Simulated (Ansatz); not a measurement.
Run report: Ge5H3, geometry relaxation (part 1 of 3)

System: Ge5H3 (slab, 8 atoms in the cell).
Method: DFT PBE+D3(BJ), scalar-relativistic, plane waves, PAW, no spin polarisation (Ansatz 0.2.0).

The structure derives from an entry of the Crystallography Open Database. The input holds or restrains some coordinates. Forces given for the steps count only the free coordinates. Figures and captions count atoms from 1; the log counts them from 0 in places.

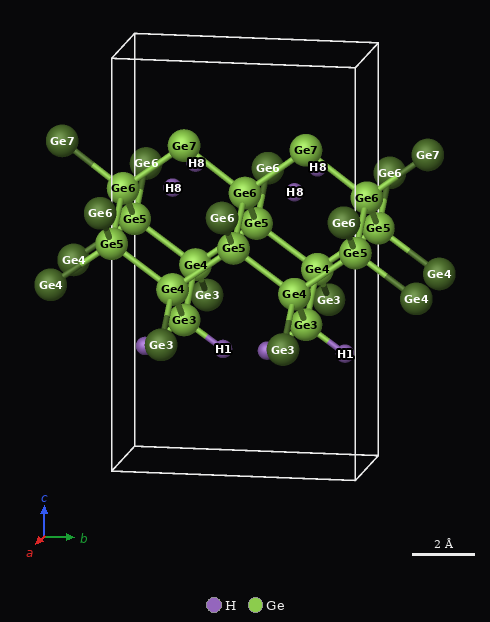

Fig. 1: The structure as given in the input (ball-and-stick view of the 1 × 2 repeat of the cell, with the vacuum cut short, seen slightly off an axis; neighbours outside the cell are drawn fainter; atoms are numbered from 1 in the order of the input). An atom can appear more than once, as a periodic image.

**The input**
```yaml
crystal:
  lattice:
    - [4.0300782715, 0.0, 0.0]
    - [0.0, 4.0300782715, 0.0]
    - [0.0, 0.0, 25.6116833489]
  atoms:
    - { symbol: H, position: [0.5, 0.8201104081, 0.3318797865] }
    - { symbol: H, position: [0.5, 0.1798895919, 0.3318797865] }
    - { symbol: Ge, position: [0.5, 0.5, 0.3674999364] }
    - { symbol: Ge, position: [0.0, 0.5, 0.4231326653] }
    - { symbol: Ge, position: [0.0, 0.0, 0.4794226653] }
    - { symbol: Ge, position: [0.5, 0.0, 0.534973502] }
    - { symbol: Ge, position: [0.5, 0.5, 0.5934804206] }
    - { symbol: H, position: [0.0, 0.5, 0.5552166334] }
basis:
  ecutwfc: 420
kpoints:
  mp_grid: { grid: [7, 7, 1] }
hamiltonian:
  xc: pbe
  dispersion: d3bj
scf:
  occupations: { method: gaussian, width: 0.1 }
output:
  forces: true
  eigenvalues: true
  write_density: true
  write_potential: true
  elf: true
  volumetric_format: npy
relax:
  adjacent_minimum: "off"
  f_tol: 0.03
  max_steps: 70
  constraints: [{ sites: [0, 1, 2, 3] }]
efield:
  axis: 3
  dipole_correction: true
```

Machine: 1 thread of Intel Xeon @ 2.50GHz (Skylake/Cascade Lake), 189 GiB of memory available, shared host.

Command:
```bash
ansatz run input.yaml --threads 1 --pin off --max-ram 2560MiB --backend cpu --events-out ev --progress --plain --runs-dir out
```

**The program's output**
```
Engine: ansatz 0.2.0, x86_64-unknown-linux-gnu
Pseudopotentials: kind: paw
Pseudopotential: H, paw, valence charge 1, recommended cutoff 420 eV (normal), H.paw.azcp
Pseudopotential: Ge, paw, valence charge 14, recommended cutoff 420 eV (normal), Ge.paw.azcp
Functional definition: PBE
  parameter kappa = 0.804
  parameter beta = 0.06672455060314922
  exchange = pbe_x(kappa = kappa, mu = beta*pi^2/3)
  correlation = pbe_c(beta = beta)
Crystal: 8 atoms, lattice volume = 415.973 Å³
Basis set: ecut = 420 eV, 8133 PW (Γ), exchange–correlation on 54×54×360 points (8 copies of the dense FFT grid, shifted against one another)
Bands: 45, of which v1, the nominal top of the filled ones, is band 37 counted from 1 (36 counted from 0)
Symmetry: 4 space group operations
Space group: Pmm2 (ITA 25), of the structure as read, at distance tolerance 7.5e-5 Å
k-points: 16 of 49
Non-local potential: H, projectors of the file, l = 0: 2, l = 1: 1
Non-local potential: Ge, projectors of the file, l = 0: 2, l = 1: 2, l = 2: 3, l = 3: 1
PAW form: soft (Blöchl's): semilocal exchange-correlation on the pseudo side does not see the compensation charge
PAW one-centre angular grid: H, 110 points (default); XC on 64 Gauss nodes
PAW one-centre angular grid: Ge, 590 points (default); XC on 64 Gauss nodes
Initial density: superposition of atomic densities (neutral atoms: chi_scale 0, normalization atom), corrected by the library's trained network
Initial wavefunctions: pseudopotential atomic-orbital guess
Functional: x = pbe(κ = 0.804, μ = 0.2195149727645171), c = pbe(β = 0.06672455060314922)
SCF iter   1: F=—  HF=-21521.028553 eV  |F-HF|=—  |Δ(HF+E_count)|=         —  Δρ=1.87e-3  dr2=6.93e-2  ethr=1.77e-3  p=-0.014 e·Å  D=-5.89e-3 V/Å  ΔV_dip=0.15 eV  dr2_dipole=1.81e-3  V_vac-E_F(+/−)=4.83/4.68 eV  ⟨swp⟩=7.1  Hψ=2908  notcnv=0
efield: sawtooth ramp at fractional position 0.9127 (placed from the atoms, in the widest stretch of the axis that holds none; the zero of the levels goes with the place), width 0.1000; the density the first Hamiltonian is built on has a dipole p = -0.014 e·Å; the dipole correction subtracts the counter field D = -5.89e-3 V/Å, which shifts the + side's vacuum level by +0.15 eV against the − side's; the planar-averaged density in the ramp window peaks in size at 1.0e-5 e/Å³
preconditioner: auto → LDOS  [metal: Δε(μ)=0.043 eV  Ē_g=21.596 eV  σ=0.100 eV  W_gap=0.23  n_scr=60 (ndim 8)  ℏωp=15.6 eV  f_vac=0.645  D(μ)=3.67/eV (n_scr^D=10)  β→1.0]
SCF iter   2: F=—  HF=-21521.018942 eV  |F-HF|=—  |Δ(HF+E_count)|=   9.61e-3  Δρ=9.10e-4  dr2=6.81e-3  ethr=9.49e-5  p=-0.025 e·Å  D=-1.10e-2 V/Å  ΔV_dip=0.28 eV  dr2_dipole=1.58e-5  V_vac-E_F(+/−)=4.97/4.68 eV  ⟨swp⟩=2.0  Hψ=994  notcnv=0  defer=53
SCF iter   3: F=—  HF=-21521.018980 eV  |F-HF|=—  |Δ(HF+E_count)|=   3.86e-5  Δρ=5.27e-4  dr2=2.43e-3  ethr=9.32e-6  p=-0.021 e·Å  D=-9.34e-3 V/Å  ΔV_dip=0.24 eV  dr2_dipole=5.85e-5  V_vac-E_F(+/−)=4.99/4.75 eV  ⟨swp⟩=2.0  Hψ=1251  notcnv=0  defer=53
SCF iter   4: F=—  HF=-21521.018206 eV  |F-HF|=—  |Δ(HF+E_count)|=   7.74e-4  Δρ=1.69e-4  dr2=4.07e-4  ethr=3.32e-6  p=-0.024 e·Å  D=-1.05e-2 V/Å  ΔV_dip=0.27 eV  dr2_dipole=5.81e-5  V_vac-E_F(+/−)=5.00/4.73 eV  ⟨swp⟩=2.0  Hψ=1260  notcnv=0  defer=53
SCF iter   5: F=—  HF=-21521.018160 eV  |F-HF|=—  |Δ(HF+E_count)|=   4.66e-5  Δρ=8.06e-5  dr2=1.10e-4  ethr=5.58e-7  p=-0.025 e·Å  D=-1.07e-2 V/Å  ΔV_dip=0.27 eV  dr2_dipole=2.54e-5  V_vac-E_F(+/−)=5.01/4.74 eV  ⟨swp⟩=2.0  Hψ=1250  notcnv=0  defer=53
SCF iter   6: F=-21521.018137 eV  HF=-21521.018154 eV  |F-HF|=1.71e-5  |Δ(HF+E_count)|=   6.03e-6  Δρ=3.00e-5  dr2=1.47e-5  ethr=3.08e-8  p=-0.025 e·Å  D=-1.10e-2 V/Å  ΔV_dip=0.28 eV  dr2_dipole=4.53e-6  V_vac-E_F(+/−)=5.02/4.74 eV  ⟨swp⟩=16.6  Hψ=6388  notcnv=0
SCF 1 converged in 6 iterations: F = -21521.018137 eV  dr2 = 1.47e-5
  greatest PAW one-centre occupation: 0.998 electrons in one spin orbital (limit 2), on the Ge atom at site 6 (counted from 0), in its partial waves of l = 2
relax step   1: F+E_penalty+E_count = -21521.01813652 eV  Δ(F+E_penalty+E_count) = +0.000e0 eV  max|allowed force component| = 7.008e-1 eV/Å  Δτ_max = 0.0000 Å  (6 SCF iters, dr2 threshold 2.25e-5 eV, accepted)
Initial density: handed on by an earlier stage of this run
Initial wavefunctions: those handed on with the density
iter 1 solved again at ethr=8.38e-5 eV; its pass at ethr=3.10e-3 eV (dr2=6.12e-2 eV) is discarded
SCF iter   1: F=—  HF=-21521.171765 eV  |F-HF|=—  |Δ(HF+E_count)|=         —  Δρ=2.85e-3  dr2=6.25e-2  ethr=8.38e-5  p=-0.025 e·Å  D=-1.10e-2 V/Å  ΔV_dip=0.28 eV  dr2_dipole=5.23e-3  V_vac-E_F(+/−)=5.10/4.82 eV  ⟨swp⟩=1.0  Hψ=2200  notcnv=0  defer=59
efield: sawtooth ramp at fractional position 0.9127 (handed on by an earlier solve), width 0.1000; the density the first Hamiltonian is built on has a dipole p = -0.025 e·Å; the dipole correction subtracts the counter field D = -1.10e-2 V/Å, which shifts the + side's vacuum level by +0.28 eV against the − side's; the planar-averaged density in the ramp window peaks in size at 8.7e-6 e/Å³
preconditioner: auto → LDOS  [metal: Δε(μ)=0.004 eV  Ē_g=21.695 eV  σ=0.100 eV  W_gap=0.02  n_scr=60 (ndim 8)  ℏωp=15.6 eV  f_vac=0.647  D(μ)=3.66/eV (n_scr^D=10)  β→1.0]
SCF iter   2: F=—  HF=-21521.159625 eV  |F-HF|=—  |Δ(HF+E_count)|=   1.21e-2  Δρ=9.85e-4  dr2=6.53e-3  ethr=8.38e-5  p=-0.027 e·Å  D=-1.16e-2 V/Å  ΔV_dip=0.30 eV  dr2_dipole=7.12e-4  V_vac-E_F(+/−)=5.07/4.78 eV  ⟨swp⟩=2.0  Hψ=780  notcnv=0  defer=59
SCF iter   3: F=—  HF=-21521.160178 eV  |F-HF|=—  |Δ(HF+E_count)|=   5.52e-4  Δρ=5.43e-4  dr2=2.31e-3  ethr=8.95e-6  p=-0.029 e·Å  D=-1.26e-2 V/Å  ΔV_dip=0.32 eV  dr2_dipole=5.14e-5  V_vac-E_F(+/−)=5.07/4.75 eV  ⟨swp⟩=2.0  Hψ=967  notcnv=0  defer=59
SCF iter   4: F=—  HF=-21521.159772 eV  |F-HF|=—  |Δ(HF+E_count)|=   4.05e-4  Δρ=2.36e-4  dr2=3.05e-4  ethr=3.17e-6  p=-0.029 e·Å  D=-1.26e-2 V/Å  ΔV_dip=0.32 eV  dr2_dipole=1.37e-5  V_vac-E_F(+/−)=5.06/4.74 eV  ⟨swp⟩=2.0  Hψ=969  notcnv=0  defer=59
SCF iter   5: F=—  HF=-21521.159715 eV  |F-HF|=—  |Δ(HF+E_count)|=   5.73e-5  Δρ=8.97e-5  dr2=5.72e-5  ethr=4.18e-7  p=-0.029 e·Å  D=-1.26e-2 V/Å  ΔV_dip=0.32 eV  dr2_dipole=2.17e-6  V_vac-E_F(+/−)=5.06/4.74 eV  ⟨swp⟩=2.1  Hψ=1100  notcnv=0  defer=59
SCF iter   6: F=-21521.159704 eV  HF=-21521.159709 eV  |F-HF|=4.30e-6  |Δ(HF+E_count)|=   6.51e-6  Δρ=4.05e-5  dr2=1.45e-5  ethr=4.21e-8  p=-0.029 e·Å  D=-1.26e-2 V/Å  ΔV_dip=0.32 eV  dr2_dipole=3.27e-7  V_vac-E_F(+/−)=5.06/4.74 eV  ⟨swp⟩=17.7  Hψ=7033  notcnv=0
SCF 2 converged in 6 iterations: F = -21521.159704 eV  dr2 = 1.45e-5
relax step   2: F+E_penalty+E_count = -21521.15970437 eV  Δ(F+E_penalty+E_count) = -1.416e-1 eV  max|allowed force component| = 5.470e-1 eV/Å  Δτ_max = 0.1949 Å  (6 SCF iters, dr2 threshold 3.07e-5 eV, accepted)
SCF iter   1: F=—  HF=-21521.303428 eV  |F-HF|=—  |Δ(HF+E_count)|=         —  Δρ=2.79e-3  dr2=3.72e-2  ethr=8.61e-4  p=-0.029 e·Å  D=-1.26e-2 V/Å  ΔV_dip=0.32 eV  dr2_dipole=2.44e-7  V_vac-E_F(+/−)=5.09/4.76 eV  ⟨swp⟩=3.9  Hψ=1431  notcnv=0  defer=59
efield: sawtooth ramp at fractional position 0.9127 (handed on by an earlier solve), width 0.1000; the density the first Hamiltonian is built on has a dipole p = -0.029 e·Å; the dipole correction subtracts the counter field D = -1.26e-2 V/Å, which shifts the + side's vacuum level by +0.32 eV against the − side's; the planar-averaged density in the ramp window peaks in size at 1.4e-5 e/Å³
preconditioner: auto → LDOS  [metal: Δε(μ)=0.090 eV  Ē_g=21.770 eV  σ=0.100 eV  W_gap=0.47  n_scr=60 (ndim 8)  ℏωp=15.6 eV  f_vac=0.649  D(μ)=2.46/eV (n_scr^D=8)  β→1.0]
SCF iter   2: F=—  HF=-21521.293525 eV  |F-HF|=—  |Δ(HF+E_count)|=   9.90e-3  Δρ=8.17e-4  dr2=3.49e-3  ethr=5.09e-5  p=-0.027 e·Å  D=-1.16e-2 V/Å  ΔV_dip=0.30 eV  dr2_dipole=7.38e-7  V_vac-E_F(+/−)=5.04/4.74 eV  ⟨swp⟩=2.0  Hψ=1028  notcnv=0  defer=59
SCF iter   3: F=—  HF=-21521.294381 eV  |F-HF|=—  |Δ(HF+E_count)|=   8.56e-4  Δρ=4.71e-4  dr2=1.65e-3  ethr=4.78e-6  p=-0.027 e·Å  D=-1.17e-2 V/Å  ΔV_dip=0.30 eV  dr2_dipole=8.97e-5  V_vac-E_F(+/−)=5.04/4.74 eV  ⟨swp⟩=2.0  Hψ=1100  notcnv=0  defer=59
SCF iter   4: F=—  HF=-21521.294010 eV  |F-HF|=—  |Δ(HF+E_count)|=   3.71e-4  Δρ=1.47e-4  dr2=1.58e-4  ethr=2.26e-6  p=-0.026 e·Å  D=-1.12e-2 V/Å  ΔV_dip=0.29 eV  dr2_dipole=1.02e-5  V_vac-E_F(+/−)=5.02/4.74 eV  ⟨swp⟩=2.0  Hψ=1091  notcnv=0  defer=59
SCF iter   5: F=—  HF=-21521.294018 eV  |F-HF|=—  |Δ(HF+E_count)|=   8.27e-6  Δρ=6.75e-5  dr2=1.14e-5  ethr=2.56e-8  p=-0.025 e·Å  D=-1.09e-2 V/Å  ΔV_dip=0.28 eV  dr2_dipole=3.49e-7  V_vac-E_F(+/−)=5.02/4.74 eV  ⟨swp⟩=17.4  Hψ=6726  notcnv=0
SCF iter   6: F=-21521.294013 eV  HF=-21521.294012 eV  |F-HF|=6.18e-7  |Δ(HF+E_count)|=   6.20e-6  Δρ=1.75e-5  dr2=2.54e-6  ethr=1.57e-8  p=-0.025 e·Å  D=-1.08e-2 V/Å  ΔV_dip=0.28 eV  dr2_dipole=4.15e-7  V_vac-E_F(+/−)=5.02/4.74 eV  ⟨swp⟩=13.3  Hψ=6564  notcnv=0
SCF 3 converged in 6 iterations: F = -21521.294013 eV  dr2 = 2.54e-6
relax step   3: F+E_penalty+E_count = -21521.29401279 eV  Δ(F+E_penalty+E_count) = -1.343e-1 eV  max|allowed force component| = 5.561e-1 eV/Å  Δτ_max = 0.1942 Å  (6 SCF iters, dr2 threshold 1.87e-5 eV, accepted)
SCF iter   1: F=—  HF=-21521.434192 eV  |F-HF|=—  |Δ(HF+E_count)|=         —  Δρ=2.69e-3  dr2=3.91e-2  ethr=4.81e-4  p=-0.025 e·Å  D=-1.08e-2 V/Å  ΔV_dip=0.28 eV  dr2_dipole=2.89e-3  V_vac-E_F(+/−)=4.99/4.71 eV  ⟨swp⟩=3.8  Hψ=1408  notcnv=0  defer=59
efield: sawtooth ramp at fractional position 0.9127 (handed on by an earlier solve), width 0.1000; the density the first Hamiltonian is built on has a dipole p = -0.025 e·Å; the dipole correction subtracts the counter field D = -1.08e-2 V/Å, which shifts the + side's vacuum level by +0.28 eV against the − side's; the planar-averaged density in the ramp window peaks in size at 1.5e-5 e/Å³
preconditioner: auto → LDOS  [metal: Δε(μ)=0.031 eV  Ē_g=21.817 eV  σ=0.100 eV  W_gap=0.17  n_scr=60 (ndim 8)  ℏωp=15.6 eV  f_vac=0.650  D(μ)=2.84/eV (n_scr^D=8)  β→1.0]
SCF iter   2: F=—  HF=-21521.426034 eV  |F-HF|=—  |Δ(HF+E_count)|=   8.16e-3  Δρ=7.81e-4  dr2=6.65e-3  ethr=5.35e-5  p=-0.019 e·Å  D=-8.45e-3 V/Å  ΔV_dip=0.22 eV  dr2_dipole=4.91e-4  V_vac-E_F(+/−)=4.94/4.72 eV  ⟨swp⟩=2.0  Hψ=1004  notcnv=0  defer=59
SCF iter   3: F=—  HF=-21521.426073 eV  |F-HF|=—  |Δ(HF+E_count)|=   3.87e-5  Δρ=5.13e-4  dr2=2.66e-3  ethr=9.11e-6  p=-0.019 e·Å  D=-8.17e-3 V/Å  ΔV_dip=0.21 eV  dr2_dipole=4.60e-4  V_vac-E_F(+/−)=4.93/4.72 eV  ⟨swp⟩=2.0  Hψ=1095  notcnv=0  defer=59
SCF iter   4: F=—  HF=-21521.425675 eV  |F-HF|=—  |Δ(HF+E_count)|=   3.98e-4  Δρ=1.85e-4  dr2=6.38e-4  ethr=3.64e-6  p=-0.017 e·Å  D=-7.19e-3 V/Å  ΔV_dip=0.18 eV  dr2_dipole=1.11e-4  V_vac-E_F(+/−)=4.91/4.73 eV  ⟨swp⟩=2.0  Hψ=1089  notcnv=0  defer=59
SCF iter   5: F=-21521.425527 eV  HF=-21521.425598 eV  |F-HF|=7.14e-5  |Δ(HF+E_count)|=   7.70e-5  Δρ=9.35e-5  dr2=4.76e-5  ethr=1.37e-7  p=-0.015 e·Å  D=-6.67e-3 V/Å  ΔV_dip=0.17 eV  dr2_dipole=7.18e-6  V_vac-E_F(+/−)=4.90/4.73 eV  ⟨swp⟩=18.1  Hψ=6828  notcnv=0
SCF 4 converged in 5 iterations: F = -21521.425527 eV  dr2 = 4.76e-5
relax step   4: F+E_penalty+E_count = -21521.42552661 eV  Δ(F+E_penalty+E_count) = -1.315e-1 eV  max|allowed force component| = 6.223e-1 eV/Å  Δτ_max = 0.1920 Å  (5 SCF iters, dr2 threshold 1.00e-4 eV, accepted)
SCF iter   1: F=—  HF=-21521.565580 eV  |F-HF|=—  |Δ(HF+E_count)|=         —  Δρ=2.39e-3  dr2=3.44e-2  ethr=5.27e-4  p=-0.015 e·Å  D=-6.67e-3 V/Å  ΔV_dip=0.17 eV  dr2_dipole=2.82e-3  V_vac-E_F(+/−)=4.83/4.66 eV  ⟨swp⟩=3.7  Hψ=1395  notcnv=0  defer=62
efield: sawtooth ramp at fractional position 0.9127 (handed on by an earlier solve), width 0.1000; the density the first Hamiltonian is built on has a dipole p = -0.015 e·Å; the dipole correction subtracts the counter field D = -6.67e-3 V/Å, which shifts the + side's vacuum level by +0.17 eV against the − side's; the planar-averaged density in the ramp window peaks in size at 9.6e-6 e/Å³
preconditioner: auto → LDOS  [metal: Δε(μ)=0.078 eV  Ē_g=21.848 eV  σ=0.100 eV  W_gap=0.39  n_scr=60 (ndim 8)  ℏωp=15.6 eV  f_vac=0.652  D(μ)=2.35/eV (n_scr^D=8)  β→1.0]
SCF iter   2: F=—  HF=-21521.559066 eV  |F-HF|=—  |Δ(HF+E_count)|=   6.51e-3  Δρ=5.86e-4  dr2=3.70e-3  ethr=4.71e-5  p=-0.013 e·Å  D=-5.79e-3 V/Å  ΔV_dip=0.15 eV  dr2_dipole=2.26e-4  V_vac-E_F(+/−)=4.85/4.70 eV  ⟨swp⟩=2.0  Hψ=972  notcnv=0  defer=62
SCF iter   3: F=—  HF=-21521.559336 eV  |F-HF|=—  |Δ(HF+E_count)|=   2.70e-4  Δρ=3.56e-4  dr2=1.39e-3  ethr=5.06e-6  p=-0.014 e·Å  D=-5.97e-3 V/Å  ΔV_dip=0.15 eV  dr2_dipole=2.78e-4  V_vac-E_F(+/−)=4.85/4.69 eV  ⟨swp⟩=2.1  Hψ=1230  notcnv=0  defer=62
SCF iter   4: F=—  HF=-21521.559119 eV  |F-HF|=—  |Δ(HF+E_count)|=   2.17e-4  Δρ=1.32e-4  dr2=3.26e-4  ethr=1.91e-6  p=-0.012 e·Å  D=-5.35e-3 V/Å  ΔV_dip=0.14 eV  dr2_dipole=5.73e-5  V_vac-E_F(+/−)=4.84/4.70 eV  ⟨swp⟩=2.0  Hψ=1161  notcnv=0  defer=62
SCF iter   5: F=-21521.559032 eV  HF=-21521.559075 eV  |F-HF|=4.31e-5  |Δ(HF+E_count)|=   4.42e-5  Δρ=6.98e-5  dr2=3.23e-5  ethr=1.37e-7  p=-0.012 e·Å  D=-5.07e-3 V/Å  ΔV_dip=0.13 eV  dr2_dipole=4.85e-6  V_vac-E_F(+/−)=4.84/4.71 eV  ⟨swp⟩=18.1  Hψ=6861  notcnv=0
SCF 5 converged in 5 iterations: F = -21521.559032 eV  dr2 = 3.23e-5
relax step   5: F+E_penalty+E_count = -21521.55903165 eV  Δ(F+E_penalty+E_count) = -1.335e-1 eV  max|allowed force component| = 5.580e-1 eV/Å  Δτ_max = 0.1921 Å  (5 SCF iters, dr2 threshold 1.00e-4 eV, accepted)
```
